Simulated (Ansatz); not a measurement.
**NaCl: band-structure calculation**

The run: band-structure calculation of NaCl (4 atoms in the cell). Method and program: DFT, LDA, plane waves, PAW, no spin polarisation (Ansatz 0.2.0).

The structure was built on a prototype by a generator. The geometry comes from this level: r2SCAN. Figures and captions count atoms from 1; the log counts them from 0 in places.

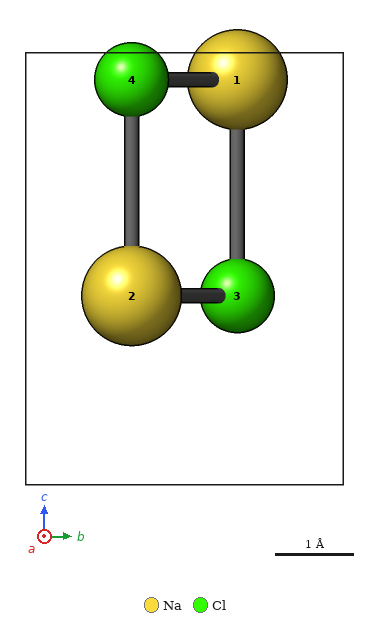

Fig. 1: The input geometry (ball-and-stick view of the cell of the calculation, along the a axis; atoms are numbered from 1 in the order of the input). An atom can appear more than once, as a periodic image. Near neighbours in the periodic cell (some may lie outside the picture): Na has 5 Cl at 2.73 to 2.78 Å; Cl has 5 Na at 2.73 to 2.78 Å.

Summary

| quantity | value |
| --- | --- |
| outcome | converged |
| space group (tolerance 0.01 Å) | P6₃/mmc (194) |
| electrons treated | 32 |
| free energy | −5028.3474 eV |
| Fermi energy | −0.397 eV |
| gap on the k-point mesh | 4.44 eV |
| pressure | −1.54 GPa |
| largest force (length of the vector) | under 0.001 eV/Å |
| hardware | 2 threads of Arm Neoverse V1, 24 GiB of memory available, shared host |
| wall time | 2.5 s (CPU time 4.8 s) |
| peak memory | 0.34 GiB |

The program warns: the structure was made exactly symmetric.

The input
```yaml
crystal:
  lattice:
    - [4.721075545, 0.0, 0.0]
    - [-2.3605377725, 4.0885713552, 0.0]
    - [0.0, 0.0, 5.5694830654]
  atoms:
    - { symbol: Na, position: [0.3333333333, 0.6666666667, -0.062497344] }
    - { symbol: Na, position: [0.6666666667, 0.3333333333, 0.437502656] }
    - { symbol: Cl, position: [0.3333333333, 0.6666666667, 0.437497344] }
    - { symbol: Cl, position: [0.6666666667, 0.3333333333, 0.937497344] }
kpoints:
  mp_grid: { grid: [6, 6, 6] }
  band_path:
    path:
      - [0.0, 0.0, 0.0]
      - [0.5, 0.0, 0.0]
      - [0.3333333333, 0.3333333333, 0.0]
      - [0.0, 0.0, 0.5]
      - [0.5, 0.0, 0.5]
      - [0.3333333333, 0.3333333333, 0.5]
    npoints: 1
hamiltonian:
  xc: lda
scf:
  occupations: { method: fixed }
  n_extra_bands: 5
output:
  forces: true
  stress: true
  eigenvalues: true
```

Launched with:
```bash
ansatz run input.yaml --threads 2 --pin off --max-ram 2211MiB --backend cpu --events-out ev --progress --plain --runs-dir out
```

Log
```
Warning: the atoms were moved onto the symmetric positions of the space group found under crystal.symmetry.tolerance 1.0e-5 (fractional; no operation is sought that the atoms, as they stand in a round, miss by more than twice it, and no atom is moved by as much as it), and the run uses the moved positions. Before a round's move an operation carried an atom to 2.96e-5 Å from where it should land, the largest such distance. Atom 0 (counting from 0) moved farthest, by 1.48e-5 Å; the longest move in fractions of the cell, of whichever atom, is 0.26 of the tolerance, in 1 round. To run the atoms as typed, lower crystal.symmetry.tolerance until the operations that they miss are no longer found, or set crystal.symmetry.detect: false (a key that needs symmetry detection or time reversal refuses this as the deck is read). The positions used, in the order of the run's atom list: position: [0.3333333333333333, 0.6666666666666666, -0.06250000000000006]; position: [0.6666666666666666, 0.3333333333333333, 0.4375]; position: [0.3333333333333333, 0.6666666666666666, 0.4375]; position: [0.6666666666666666, 0.3333333333333333, 0.9375]; The lattice was moved too: crystal.lattice keeps the space group found at crystal.symmetry.tolerance 1.0e-5 only nearly: the operation that it misses by the most changes a squared length by the fraction 1.89e-11. The run uses the lattice that is a stretch of the typed one, with no rotation, onto the one that keeps every operation to a double's rounding (on a very oblique basis the stretch itself rounds by more); the deck's lattice vector that moved farthest moved by 2.57e-11 Å. To run the lattice as typed, set crystal.symmetry.detect: false, as for the atoms. crystal.lattice made exact, in Å and degrees: [[4.7210755450257125, 0.0, 0.0], [-2.3605377725128562, 4.088571355177732, 0.0], [0.0, 0.0, 5.5694830654]]. Pasted over the deck's crystal.lattice, beside positions in fractional coordinates, it runs the same cell (given as lengths and angles, that cell in the form's own orientation, a rigid turn of the misfit's size from the one run here, for which a checkpoint.post_process_only pass over this run's state can be refused: where this run relaxes nothing, give such a pass this deck's own crystal.lattice, as typed; behind a relaxation, as crystal.lattice, the state's own cell, identity.cell in its checkpoint.json), and a matrix so pasted ends this notice, except on a very skew basis of the lattice, where the rounding of the pasted numbers themselves can read as a misfit: the cell is then moved again, and that move is told again. The lattice as run is in this notice's lattice.as_run_ang field (Run.prep()["deck_notices"] in Python, the deck_notice line of an events file, deck_notices of ansatz run --dry-run=json, or deck_notices in record.json in the deck's checkpoint.write directory).
scf.n_extra_bands = 5 over 16 filled bands (N_el = 32.0): the run solves 21 bands
Engine: ansatz 0.2.0, aarch64-unknown-linux-gnu
Pseudopotentials: kind: paw
Pseudopotential: Na, paw, valence charge 9, recommended cutoff 420 eV (normal), Na.paw.azcp
Pseudopotential: Cl, paw, valence charge 7, recommended cutoff 420 eV (normal), Cl.paw.azcp
Functional definition: SPW92
  exchange = slater_x
  correlation = pw_c
Crystal: 4 atoms, lattice volume = 107.505 Å³
Basis set: ecut = 420 eV, 2089 PW (Γ)
Bands: 21, of which v1, the nominal top of the filled ones, is band 16 counted from 1 (15 counted from 0)
Symmetry: 24 space group operations
Space group: P63/mmc (ITA 194), of the structure as read, at distance tolerance 4.8e-5 Å
k-points: 28 of 216
Non-local potential: Na, projectors of the file, l = 0: 3, l = 1: 2, l = 2: 1
Non-local potential: Cl, projectors of the file, l = 0: 2, l = 1: 2, l = 2: 2
PAW form: soft (Blöchl's): semilocal exchange-correlation on the pseudo side does not see the compensation charge
PAW frozen core: Na, regenerated for the run's functional, and the local potential with it (the file was generated under x = pbe(κ = 0.804, μ = 0.2195149727645171), c = pbe(β = 0.06672455060314922))
PAW frozen core: Cl, regenerated for the run's functional, and the local potential with it (the file was generated under x = pbe(κ = 0.804, μ = 0.2195149727645171), c = pbe(β = 0.06672455060314922))
PAW one-centre angular grid: Na, 110 points (default); XC on 64 Gauss nodes
PAW one-centre angular grid: Cl, 110 points (default); XC on 64 Gauss nodes
Initial density: superposition of atomic densities (neutral atoms: chi_scale 0, normalization atom), corrected by the library's trained network
Initial wavefunctions: pseudopotential atomic-orbital guess
Functional: x = slater, c = lda
SCF iter   1: F=—  HF=-5028.368697 eV  |F-HF|=—  |Δ(HF+E_count)|=         —  Δρ=6.51e-3  dr2=3.39e-2  ethr=1.77e-3  ⟨swp⟩=4.2  Hψ=2134  notcnv=0  defer=77
preconditioner: auto → Resta (q_TF=auto, 2.229 Å⁻¹)  ε∞=2.0  [insulator: Δε(μ)=4.330 eV  Ē_g=19.176 eV  n_scr=20 (ndim 8)  ℏωp=19.0 eV  f_vac=0.209  ε∞_Penn≈2.0]
SCF iter   2: F=—  HF=-5028.349297 eV  |F-HF|=—  |Δ(HF+E_count)|=   1.94e-2  Δρ=2.55e-3  dr2=5.72e-3  ethr=1.06e-4  ⟨swp⟩=2.8  Hψ=1273  notcnv=0  defer=84
SCF iter   3: F=—  HF=-5028.347417 eV  |F-HF|=—  |Δ(HF+E_count)|=   1.88e-3  Δρ=6.51e-4  dr2=2.70e-4  ethr=1.79e-5  ⟨swp⟩=2.3  Hψ=854  notcnv=0  defer=84
SCF iter   4: F=—  HF=-5028.347368 eV  |F-HF|=—  |Δ(HF+E_count)|=   4.96e-5  Δρ=1.32e-4  dr2=4.04e-5  ethr=8.43e-7  ⟨swp⟩=2.0  Hψ=784  notcnv=0  defer=38
SCF iter   5: F=—  HF=-5028.347356 eV  |F-HF|=—  |Δ(HF+E_count)|=   1.20e-5  Δρ=3.29e-5  dr2=1.12e-6  ethr=1.26e-7  ⟨swp⟩=2.0  Hψ=736  notcnv=0  defer=29
SCF iter   6: F=—  HF=-5028.347357 eV  |F-HF|=—  |Δ(HF+E_count)|=   8.11e-7  Δρ=1.18e-5  dr2=1.77e-7  ethr=3.13e-10  ⟨swp⟩=10.7  Hψ=3007  notcnv=0
SCF iter   7: F=-5028.347357 eV  HF=-5028.347357 eV  |F-HF|=4.49e-10  |Δ(HF+E_count)|=   4.49e-8  Δρ=1.18e-6  dr2=2.40e-9  ethr=3.13e-10  ⟨swp⟩=4.0  Hψ=1775  notcnv=0
SCF 1 converged in 7 iterations: F = -5028.347357 eV  dr2 = 2.40e-9
  greatest PAW one-centre occupation: 0.999 electrons in one spin orbital (limit 2), on the Na atom at site 1 (counted from 0), in its partial waves of l = 0
```

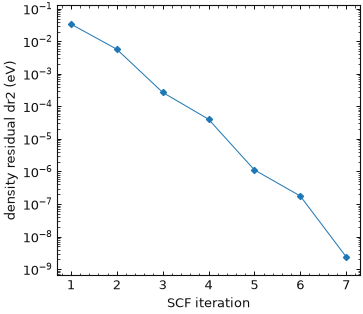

Fig. 2: Convergence of the self-consistent field: density residual dr2 against the SCF iteration. The residual falls at every step.

```
NSCF: frozen V_eff on 6 k-points
SCF converged after 7 iterations
Free energy (F): -5028.347357 eV
Harris-Foulkes:  -5028.347357 eV  (|F-HF|=4.49e-10)
Internal energy: -5028.347357 eV  (E = F + TS)
E sigma→0 (E₀):  -5028.347357 eV
Fermi energy:    -0.397162 eV
--- Per-component energies (eV) ---
  E_band       = -515.095624
  E_kinetic    = 564.456865
  E_local      = -3420.966467  (includes V_loc(G=0)·N_el)
  E_nonlocal   = 293.643041
  E_hartree    = 1233.862515
  E_xc         = -288.548179
  E_vxc        = -342.765203  (∫ρ·V_xc dr)
  E_paw        = -1739.933558  (= ΣΔE_a)
  E_vpaw       = -77.189158  (= ΣTr[D̂ρ^β])
  E_aug_tail   = 0.000192  (compensation charges beyond the density's cutoff)
  E_ewald      = -1671.524529
  E_core_change = 0.662764  (= ΣΔE_core)
  E_smearing   = -0.000000  (= −TS)
  E_closure    = -0.000000  (closes the sum)
  Σ components = -5028.347357   (vs F -5028.347357, Δ=0.00e0)
--- Forces (eV/Å), atoms counted from 1 ---
  atom   1  Na     0.00000000     0.00000000     0.00000000
  atom   2  Na    -0.00000000    -0.00000000     0.00000000
  atom   3  Cl     0.00000000     0.00000000     0.00000000
  atom   4  Cl     0.00000000    -0.00000000     0.00000000
  max |Σ_I F_I| component: 2.42e-18 eV/Å
--- Stress (GPa, compression-positive) ---
       -1.430312       0.000000       0.000000
        0.000000      -1.430312       0.000000
        0.000000       0.000000      -1.762177
  P = ⅓ Tr σ = -1.5409 GPa (-15.409 kbar)
--- Band table (eV; the first three rows and the last of 28) ---
  k-point 0: bands = ["-48.7353", "-48.7340", "-21.2552", "-21.2536", "-21.2536", "-21.2452", "-21.2452", "-21.2337", "-12.8939", "-12.5234", "-1.9411", "-1.2059", "-1.2059", "-0.7230", "-0.7230", "-0.3972", "4.0381", "6.8970", "9.0279", "9.0279", "10.0764"]
  k-point 1: bands = ["-48.7352", "-48.7341", "-21.2545", "-21.2530", "-21.2530", "-21.2458", "-21.2458", "-21.2358", "-12.8656", "-12.5443", "-1.8906", "-1.1755", "-1.1755", "-0.7573", "-0.7573", "-0.5853", "4.3208", "6.8828", "8.8552", "8.8552", "9.8396"]
  k-point 2: bands = ["-48.7349", "-48.7343", "-21.2519", "-21.2515", "-21.2515", "-21.2473", "-21.2473", "-21.2411", "-12.7906", "-12.6046", "-1.7239", "-1.0910", "-1.0910", "-1.0010", "-0.8496", "-0.8496", "5.0163", "6.5875", "8.7492", "8.7492", "9.3826"]
  k-point 27: bands = ["-48.7346", "-48.7346", "-21.2658", "-21.2658", "-21.2516", "-21.2516", "-21.2372", "-21.2372", "-12.6254", "-12.6254", "-2.0037", "-2.0037", "-1.3197", "-1.3197", "-0.5337", "-0.5337", "7.3065", "7.3065", "8.0542", "8.0542", "9.4199"]
```

File bands.tsv
```
# k_distance	band_0	band_1	band_2	band_3	band_4	band_5	band_6	band_7	band_8	band_9	band_10	band_11	band_12	band_13	band_14	band_15	band_16	band_17	band_18	band_19	band_20
# fermi_ev = -0.397162
# lock_threshold_ev = 1e-6
# [0, 0, 0] at k_distance = 0.000000
# [0.5, 0, 0] at k_distance = 0.768384
# [0.3333333333, 0.3333333333, 0] at k_distance = 1.212011
# [0, 0, 0.5] at k_distance = 2.263389
# [0.5, 0, 0.5] at k_distance = 3.031773
# [0.3333333333, 0.3333333333, 0.5] at k_distance = 3.475400
# levels_relative_to = fermi_ev
# free_energy_ev = -5028.347357
# largest_residual_norms_ev = 5.179e-4 5.645e-4 9.427e-4 9.374e-4 1.018e-3 9.840e-4 1.005e-3 1.011e-3 5.416e-4 5.628e-4 9.861e-4 1.488e-3 1.575e-3 1.508e-3 1.551e-3 1.708e-3 1.319e-3 9.453e-4 8.938e-4 1.186e-3 1.310e-3
0.000000	-48.338105	-48.336834	-20.858073	-20.856396	-20.856396	-20.848060	-20.848060	-20.836506	-12.496733	-12.126249	-1.543921	-0.808741	-0.808741	-0.325820	-0.325820	0.000000	4.435295	7.294207	9.425043	9.425043	10.473514
0.768384	-48.337628	-48.337205	-20.862064	-20.858704	-20.856672	-20.850549	-20.847820	-20.843381	-12.318100	-12.196104	-1.378830	-1.042287	-1.027670	-0.823094	-0.539703	-0.230111	6.892726	7.233120	8.454012	8.545564	9.463055
1.212011	-48.337410	-48.337410	-20.860599	-20.859179	-20.859179	-20.848335	-20.846924	-20.846924	-12.250318	-12.250318	-1.399916	-0.954671	-0.954671	-0.782618	-0.782618	-0.334975	7.174527	7.925121	8.174752	8.174752	10.579380
2.263389	-48.337466	-48.337466	-20.852198	-20.852198	-20.852198	-20.852198	-20.849984	-20.849984	-12.296761	-12.296761	-1.022373	-1.022373	-0.575041	-0.575041	-0.575041	-0.575041	6.261158	6.261158	9.321925	9.321925	9.321925
3.031773	-48.337412	-48.337412	-20.868082	-20.868082	-20.853233	-20.853233	-20.840807	-20.840807	-12.235819	-12.235819	-1.656334	-1.656334	-0.669135	-0.669135	-0.272304	-0.272304	6.968752	6.968752	9.525965	9.525965	10.050221
3.475400	-48.337406	-48.337406	-20.868645	-20.868645	-20.854437	-20.854437	-20.840004	-20.840004	-12.228254	-12.228254	-1.606552	-1.606552	-0.922576	-0.922576	-0.136521	-0.136521	7.703660	7.703660	8.451406	8.451406	9.817034
```

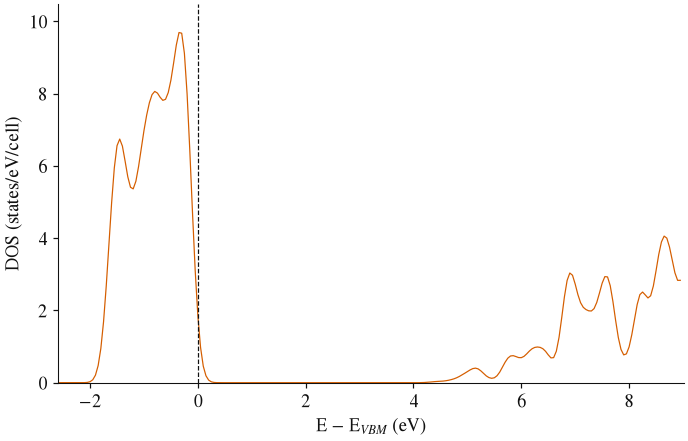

Fig. 3: Density of states (the curve is built from the levels of the k mesh with Gaussians 0.3 eV wide, which also blur the band edges), with energies from the valence-band top. There is a gap of 4.44 eV on the k-point mesh. Small ripples come from the finite k-point mesh.
